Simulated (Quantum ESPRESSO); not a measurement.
**Band-structure run, with input and output: SiC (part 2 of 2)**

SiC (8 atoms in the cell); Kohn-Sham DFT of a periodic cell, optB86b-vdW, PseudoDojo 0.4.1 SR PBE standard, no spin polarisation (Quantum ESPRESSO 7.5); cutoff 1115.67 eV, 10×10×3 k-mesh, fermi-dirac of 0.05 eV. The structure derives from a Materials Project entry.

Geometry of the input (Å; fractional positions):
```
3.0757  0.0000  0.0000
-1.5378  2.6636  0.0000
0.0000  0.0000  10.0706
Si 0.0000  0.0000  0.1879
Si 0.0000  0.0000  0.6879
Si 0.3333  0.6667  0.4378
Si 0.6667  0.3333  0.9378
C  0.0000  0.0000  0.0005
C  0.0000  0.0000  0.5005
C  0.3333  0.6667  0.2498
C  0.6667  0.3333  0.7498
```

## The program's output, continued
```
     total energy              =     -81.88555177 Ry
     estimated scf accuracy    <       1.78222680 Ry

     iteration #  2     ecut=    82.00 Ry     beta= 0.50
     Davidson diagonalization with overlap
     ethr =  5.57E-03,  avg # of iterations =  2.0

     total energy              =     -82.31784810 Ry
     estimated scf accuracy    <       0.07489219 Ry

     iteration #  3     ecut=    82.00 Ry     beta= 0.50
     Davidson diagonalization with overlap
     ethr =  2.34E-04,  avg # of iterations =  6.7

     total energy              =     -82.32148360 Ry
     estimated scf accuracy    <       0.01524597 Ry

     iteration #  4     ecut=    82.00 Ry     beta= 0.50
     Davidson diagonalization with overlap
     ethr =  4.76E-05,  avg # of iterations =  4.9

     total energy              =     -82.32329053 Ry
     estimated scf accuracy    <       0.00575784 Ry

     iteration #  5     ecut=    82.00 Ry     beta= 0.50
     Davidson diagonalization with overlap
     ethr =  1.80E-05,  avg # of iterations =  3.0

     total energy              =     -82.32380758 Ry
     estimated scf accuracy    <       0.00023665 Ry

     iteration #  6     ecut=    82.00 Ry     beta= 0.50
     Davidson diagonalization with overlap
     c_bands:  1 eigenvalues not converged
     c_bands:  1 eigenvalues not converged
     ethr =  7.40E-07,  avg # of iterations =  9.1

     total energy              =     -82.32390566 Ry
     estimated scf accuracy    <       0.00034993 Ry

     iteration #  7     ecut=    82.00 Ry     beta= 0.50
     Davidson diagonalization with overlap
     ethr =  7.40E-07,  avg # of iterations =  2.4

     total energy              =     -82.32397736 Ry
     estimated scf accuracy    <       0.00000020 Ry

     iteration #  8     ecut=    82.00 Ry     beta= 0.50
     Davidson diagonalization with overlap
     ethr =  6.11E-10,  avg # of iterations =  6.9

     total energy              =     -82.32397823 Ry
     estimated scf accuracy    <       0.00000143 Ry

     iteration #  9     ecut=    82.00 Ry     beta= 0.50
     Davidson diagonalization with overlap
     ethr =  6.11E-10,  avg # of iterations =  3.0

     total energy              =     -82.32397853 Ry
     estimated scf accuracy    <          4.8E-09 Ry

     iteration # 10     ecut=    82.00 Ry     beta= 0.50
     Davidson diagonalization with overlap
     ethr =  1.49E-11,  avg # of iterations =  4.8

     total energy              =     -82.32397853 Ry
     estimated scf accuracy    <          5.7E-09 Ry

     iteration # 11     ecut=    82.00 Ry     beta= 0.50
     Davidson diagonalization with overlap
     ethr =  1.49E-11,  avg # of iterations =  2.0

     End of self-consistent calculation

          k = 0.0000 0.0000 0.0000 (  6985 PWs)   bands (ev):

    -5.9068  -4.7284  -4.6919  -2.3360   0.9723   5.2075   5.2487   8.4026
     8.4026   8.8632   8.8632   9.0041   9.0041   9.5336   9.5860   9.5860
    14.7417  15.3242  15.9356  15.9611  16.6163  16.6163  16.6384  17.0414

          k = 0.0000 0.0000 0.1018 (  7033 PWs)   bands (ev):

    -5.7709  -5.3673  -3.8388  -2.8797   1.7358   3.3395   7.1560   8.4675
     8.4675   8.6505   8.6505   8.8049   9.2461   9.2461   9.4897   9.4897
    14.8374  15.0964  16.2468  16.3403  16.6813  16.6813  16.6855  16.6857

          k = 0.0000 0.1155 0.0000 (  7019 PWs)   bands (ev):

    -5.7330  -4.5605  -4.5232  -2.1897   1.1318   5.2568   5.3013   7.4685
     8.0836   8.1117   8.2582   8.6688   8.7627   8.9534   9.4176   9.5090
    15.0693  15.6558  15.7518  16.2266  16.4953  16.6599  16.8554  17.0480

          k = 0.0000 0.1155 0.1018 (  7022 PWs)   bands (ev):

    -5.5977  -5.1957  -3.6759  -2.7255   1.8805   3.4514   7.0682   7.5749
     7.7831   8.1612   8.3823   8.5121   8.6556   9.0881   9.1048   9.3896
    15.1424  15.3690  15.9500  16.1814  16.5989  16.8581  16.9610  17.0945

          k = 0.0000 0.2309 0.0000 (  6997 PWs)   bands (ev):

    -5.2181  -4.0657  -4.0255  -1.7714   1.5880   5.0220   5.1654   5.7402
     6.7530   6.8811   7.4542   7.5756   8.1892   8.2387   9.0470   9.2271
    13.9957  14.6431  15.0963  16.2583  16.7005  17.1834  17.3394  17.5629

          k = 0.0000 0.2309 0.1018 (  7003 PWs)   bands (ev):

    -5.0846  -4.6885  -3.1985  -2.2792   2.2748   3.6805   5.6383   6.0615
     6.4262   7.1916   7.5463   7.8115   7.9326   8.6765   8.7916   9.0683
    14.0665  14.3010  15.3994  15.9504  16.5806  16.9900  17.5579  17.8878

          k = 0.0000 0.3464 0.0000 (  6982 PWs)   bands (ev):

    -4.3870  -3.2819  -3.2345  -1.1806   2.1729   3.4457   3.9123   4.2766
     5.6207   6.4915   6.8654   6.8869   7.6821   7.7152   8.4267   8.8562
    12.9156  13.2642  14.3641  15.3371  15.8434  16.9319  17.2429  17.5018

          k = 0.0000 0.3464 0.1018 (  6969 PWs)   bands (ev):

    -4.2577  -3.8751  -2.4575  -1.6181   2.5686   3.1888   3.9792   4.8233
     4.9590   5.7770   6.9654   7.2551   7.7599   8.2181   8.3756   8.6695
    13.0007  13.1860  14.5512  15.1437  15.7014  16.5131  17.4942  17.6089

          k = 0.0000 0.4619 0.0000 (  6974 PWs)   bands (ev):

    -3.3172  -2.3505  -2.2758  -0.8127   1.7212   2.1097   2.5516   3.9425
     4.0940   6.2045   6.4716   7.1844   7.3258   7.3542   8.0034   8.5705
    12.1842  12.2780  13.9303  14.8548  14.9405  15.9266  16.9477  17.3831

          k = 0.0000 0.4619 0.1018 (  6967 PWs)   bands (ev):

    -3.1991  -2.8541  -1.6574  -1.0641   1.6928   1.9690   2.7979   3.5759
     4.6866   5.8523   6.5754   6.8765   7.2584   7.8843   7.8875   8.3692
    12.3426  12.4661  13.8784  14.5315  15.2220  16.0631  17.0325  17.3764

          k = 0.0000-0.5774 0.0000 (  6966 PWs)   bands (ev):

    -2.4828  -1.9474  -1.6980  -0.9660   1.0456   1.3467   2.5649   2.9804
     4.6889   5.4998   6.3348   7.1998   7.2272   7.3676   8.0123   8.4659
    11.8483  11.9838  13.8593  14.3829  14.9410  15.3983  16.8238  17.2174

          k = 0.0000-0.5774 0.1018 (  6950 PWs)   bands (ev):

    -2.3986  -2.1715  -1.4491  -1.1283   1.2876   1.5685   2.1888   2.5347
     5.3179   5.8928   6.4396   6.7442   6.9920   7.5011   7.7694   8.2601
    12.1653  12.1945  13.6329  14.2574  15.3366  15.6549  17.1619  17.2320

          k = 0.1000 0.1732 0.0000 (  7009 PWs)   bands (ev):

    -5.3885  -4.2289  -4.1898  -1.9068   1.4409   5.2282   5.2896   6.3225
     7.0267   7.3298   7.5220   7.8282   8.0803   8.6139   9.0686   9.2338
    15.0101  15.3876  15.6175  15.9542  16.6158  16.7257  16.7738  17.4676

          k = 0.1000 0.1732 0.1018 (  7009 PWs)   bands (ev):

    -5.2544  -4.8562  -3.3554  -2.4247   2.1528   3.6321   6.4230   6.5266
     6.7673   7.2341   7.6231   8.1538   8.2221   8.4684   8.9414   9.0368
    15.0644  15.2556  15.5882  15.6733  16.5087  16.6741  17.4228  17.4437

          k = 0.1000 0.2887 0.0000 (  6991 PWs)   bands (ev):

    -4.7141  -3.5868  -3.5430  -1.3928   1.9939   4.3091   4.6117   4.8714
     6.0625   6.5252   6.6453   7.1173   7.3160   7.7100   8.5429   8.7812
    14.0897  14.2795  15.1740  15.6442  16.6587  17.1868  17.3274  17.4825

          k = 0.1000 0.2887 0.1018 (  6981 PWs)   bands (ev):

    -4.5828  -4.1940  -2.7421  -1.8641   2.5685   3.6270   4.7670   5.3155
     5.4964   6.0294   6.8821   7.1993   7.6442   8.0184   8.3997   8.7697
    14.1227  14.2406  15.2366  15.6318  16.2497  16.5793  17.5315  17.6560

          k = 0.1000 0.4041 0.0000 (  6974 PWs)   bands (ev):

    -3.7529  -2.7056  -2.6495  -0.8561   2.2516   2.7772   3.1656   3.9092
     4.7041   6.0126   6.3179   6.7746   7.0072   7.3297   8.1199   8.1228
    13.0395  13.3229  14.6978  15.1470  15.7617  16.6592  17.0071  17.6437

          k = 0.1000 0.4041 0.1018 (  6977 PWs)   bands (ev):

    -3.6285  -3.2621  -1.9378  -1.2053   2.2951   2.5731   3.4804   4.2460
     4.5826   5.6948   6.1424   6.4361   7.0894   7.7033   7.9952   8.3392
    13.2066  13.3818  14.6710  15.1387  15.6496  16.3014  16.9680  17.5503

          k = 0.1000 0.5196 0.0000 (  6964 PWs)   bands (ev):

    -2.6678  -1.9112  -1.7790  -0.8601   1.3681   1.6775   2.5094   3.4001
     4.4784   5.5623   5.7632   6.4598   6.7566   7.5793   7.8776   7.8959
    12.3769  12.8477  14.5681  14.8833  15.1289  15.6658  16.8738  17.7584

          k = 0.1000 0.5196 0.1018 (  6975 PWs)   bands (ev):

    -2.5659  -2.2767  -1.3765  -1.0063   1.4518   1.8042   2.3544   2.9584
     5.0984   5.6970   5.8938   6.2648   6.7666   7.3038   7.5747   7.9940
    12.7243  12.9250  14.3519  14.5269  15.6740  16.3374  16.6105  17.0685

          k = 0.2000 0.3464 0.0000 (  6958 PWs)   bands (ev):

    -3.9039  -2.8357  -2.7840  -0.8954   2.4376   3.3538   3.6741   4.0395
     4.8002   5.5172   5.9355   6.8457   6.8543   7.2367   7.3998   8.2214
    13.7522  14.4527  14.6044  16.1720  16.9129  17.2183  17.2863  17.7721

          k = 0.2000 0.3464 0.1018 (  6978 PWs)   bands (ev):

    -3.7778  -3.4058  -2.0481  -1.2764   2.6391   3.0233   4.0250   4.3938
     4.6082   5.5544   5.8698   6.1482   6.6312   7.0667   8.1289   8.3904
    14.1170  14.3784  14.5710  15.7007  16.5415  16.5415  17.4540  17.6795

          k = 0.2000 0.4619 0.0000 (  6981 PWs)   bands (ev):

    -2.8672  -1.9585  -1.8902  -0.6802   2.0945   2.3558   2.7134   3.7167
     4.2719   4.6433   5.1363   5.8184   6.7604   6.8725   7.5752   7.6124
    13.1486  14.0781  14.3374  16.0774  16.1742  16.6921  17.7772  17.8084

          k = 0.2000 0.4619 0.1018 (  6983 PWs)   bands (ev):

    -2.7543  -2.4272  -1.3424  -0.8628   2.0374   2.2351   2.8883   3.4091
     4.7262   4.8250   5.2983   5.8139   6.0557   6.6207   7.7139   7.9368
    13.3727  13.6006  14.8640  15.8678  16.0666  16.6055  17.3572  17.9744

          k = 0.2000 0.5774 0.0000 (  6978 PWs)   bands (ev):

    -2.0440  -1.5870  -1.3910  -0.8980   1.4912   1.7859   2.9555   2.9616
     4.2417   4.5430   5.1942   5.3687   6.3906   6.5799   7.5048   7.7943
    12.9938  13.8400  14.2282  15.6763  16.1461  16.2914  17.7198  18.0512

          k = 0.2000 0.5774 0.1018 (  6971 PWs)   bands (ev):

    -1.9683  -1.7703  -1.2133  -0.9980   1.7296   1.9425   2.5766   2.6525
     4.3369   4.6558   5.2931   5.8167   6.0794   6.6678   7.4511   7.5843
    13.1135  13.2128  15.2008  15.7589  15.8531  16.6464  17.0762  17.8531

          k = 0.3000 0.5196 0.0000 (  6964 PWs)   bands (ev):

    -1.8800  -1.3232  -1.2614  -0.9565   1.8845   2.2694   2.5074   3.2994
     3.5709   3.7629   5.2113   5.3471   5.6065   6.8008   6.9022   7.8700
    13.4132  13.7125  14.7418  15.1423  15.7614  18.0859  18.2461  18.5905

          k = 0.3000 0.5196 0.1018 (  6977 PWs)   bands (ev):

    -1.7972  -1.5748  -1.0729  -0.9768   2.0621   2.3316   2.3632   2.8727
     3.8324   4.0164   4.8130   5.1015   6.0246   6.9447   7.1915   7.5286
    13.0269  13.1786  15.3052  16.0784  16.2438  17.0938  18.2132  18.4347

     the Fermi energy is    10.7242 ev

!    total energy              =     -82.32397853 Ry
     estimated scf accuracy    <          3.7E-12 Ry
     smearing contrib. (-TS)   =      -0.00000000 Ry
     internal energy E=F+TS    =     -82.32397853 Ry

     The total energy is F=E-TS. E is the sum of the following terms:
     one-electron contribution =      22.43585353 Ry
     hartree contribution      =       9.42189967 Ry
     xc contribution           =     -30.42846023 Ry
     ewald contribution        =     -83.75327150 Ry

     convergence has been achieved in  11 iterations

     Forces acting on atoms (cartesian axes, Ry/au):

     atom    1 type  1   force =    -0.00000000   -0.00000000   -0.00038684
     atom    2 type  1   force =     0.00000000    0.00000000   -0.00038684
     atom    3 type  1   force =     0.00000000    0.00000000   -0.00022094
     atom    4 type  1   force =    -0.00000000   -0.00000000   -0.00022094
     atom    5 type  2   force =     0.00000000   -0.00000000    0.00025156
     atom    6 type  2   force =     0.00000000    0.00000000    0.00025156
     atom    7 type  2   force =     0.00000000   -0.00000000    0.00035622
     atom    8 type  2   force =    -0.00000000    0.00000000    0.00035622

     Total force =     0.000882     Total SCF correction =     0.000001

     Computing stress (Cartesian axis) and pressure

          total   stress  (Ry/bohr**3)                   (kbar)     P=       36.60
   0.00024893  -0.00000000   0.00000000           36.62       -0.00        0.00
  -0.00000000   0.00024893   0.00000000           -0.00       36.62        0.00
   0.00000000   0.00000000   0.00024850            0.00        0.00       36.56

=------------------------------------------------------------------------------=
   JOB DONE.
=------------------------------------------------------------------------------=
```

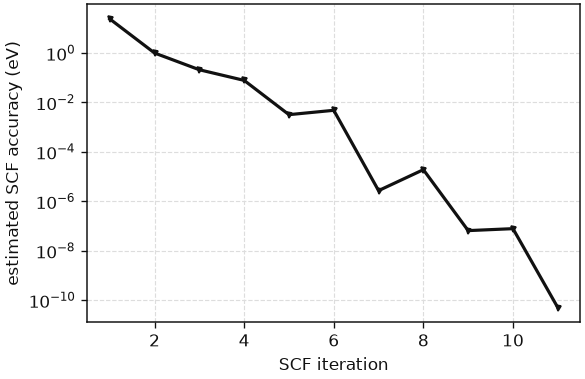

**Figure 1.** Convergence of the self-consistent field: estimated SCF accuracy against the iteration. The field takes 11 iterations in all.
